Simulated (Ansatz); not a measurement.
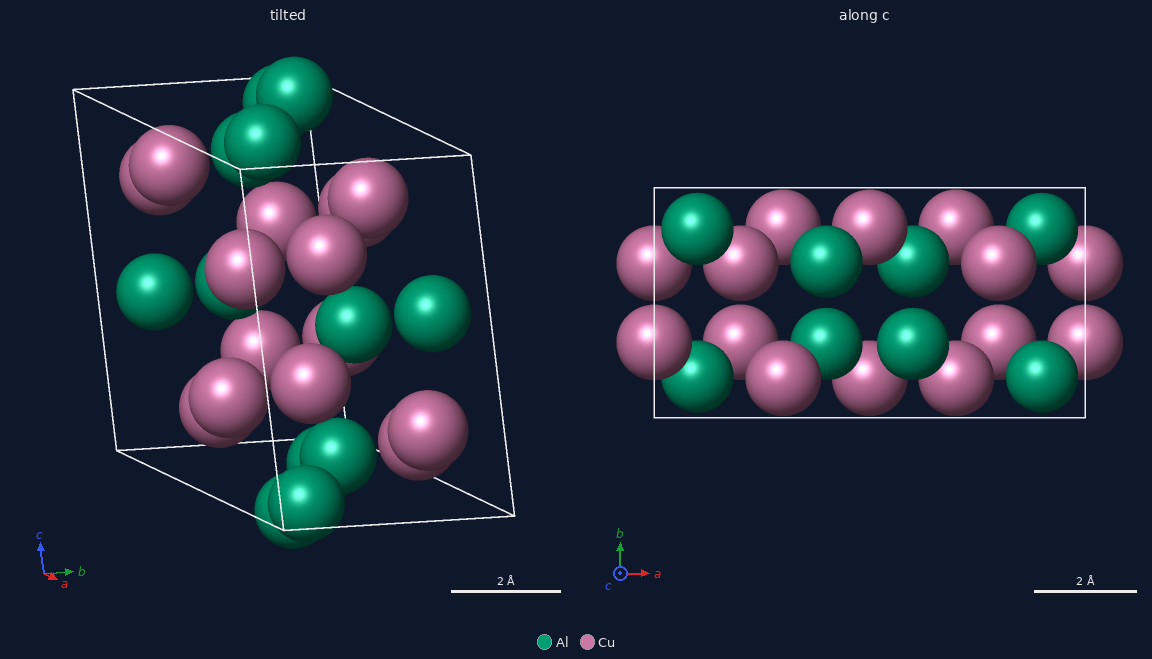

Shown here is a spheres-only view of the crystal, taken slightly off an axis and along the c axis. One conventional unit cell is framed, with atoms on its boundary repeated. Cell: a = 9.06 Å, b = 4.53 Å, c = 6.80 Å, α = 90.00°, β = 110.40°, γ = 90.00°.

The structure comes from a structure type filled with these elements by a generator (whether the compound takes this form wasn't checked). Earlier steps of the study, as a rule a relaxation of our own, may have changed the cell and positions, so they can lie some per cent off the listed ones. It was the input of a calculation with Ansatz.

Question: What is this?

Answer: The material is Al₂Cu₃. It is base-centred monoclinic, space group C2/c (No. 15). Cell content 8 Al, 12 Cu; Z = 4. Al bonds to nine Cu and three Al in a distorted anticuboctahedral arrangement (about 2.6 to 2.7 Å to Cu, 2.6 to 2.7 Å to Al). The Cu atoms are each bonded to six Al and six Cu in an anticuboctahedral arrangement (about 2.6 to 2.7 Å to Al, 2.6 to 2.7 Å to Cu).

Electronic-structure method: DFT PBE, scalar-relativistic, plane waves, PAW in Ansatz 0.2.0. Parameters: plane waves to 420 eV, k-points about 0.16 Å⁻¹ apart, Gaussian smearing of 0.1 eV, no spin polarisation.

Question: Is the electronic structure metallic or gapped?

Answer: A metal: bands cross the Fermi level.

Question: How are the electrons shared out in a Bader analysis?

Answer: Al +0.99 e; Cu -0.72 to -0.63 e.

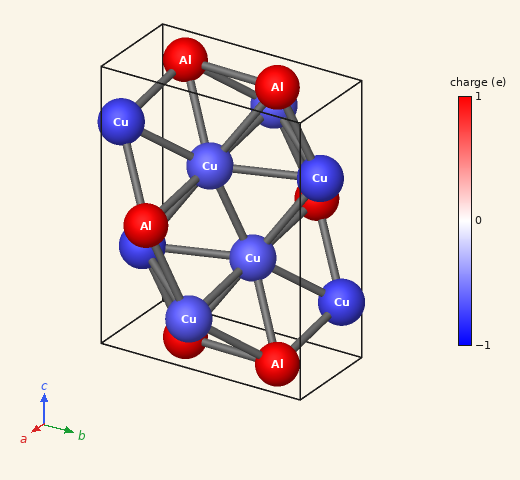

The atoms coloured by those charges. The run's cell of 10 atoms is drawn in a reduced setting, so axes and origin can differ from the first picture.

Question: Is this an equilibrium geometry for the method given?

Answer: Yes. All forces vanish to within 0.01 eV/Å. The pressure is 0.0 GPa, close to zero.
